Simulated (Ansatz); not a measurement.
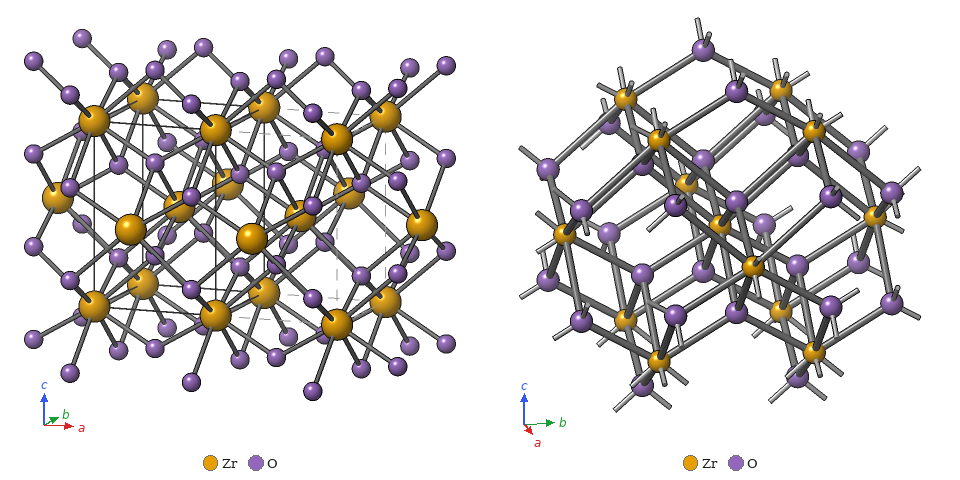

Left: the structure. Right: its underlying net. Nodes are coloured by element. Edges to nodes outside the piece are drawn as stubs.

System ZrO2 (space group P4_2/nmc, No. 137); source of the atomic positions: a calculation's input that goes back to an entry of the Crystallography Open Database (an earlier step may have relaxed or displaced it).

Bonds are taken as O–Zr below 2.7 Å; no other contact counts. The graph is simplified in the usual way: terminal and isolated atoms are pruned, two-connected atoms become edges.

The result is a binodal (4,8)-connected, three-periodic net: O is a 4-connected node; Zr is an 8-connected node, in the ratio 2:1. It is the flu net, known from fluorite. It is a single net, without interpenetration.

```csv
node,links,point symbol,coordination sequence
O,4,4⁶,4 22 24 82 64
Zr,8,4¹²·6¹²·8⁴,8 12 48 42 128
```
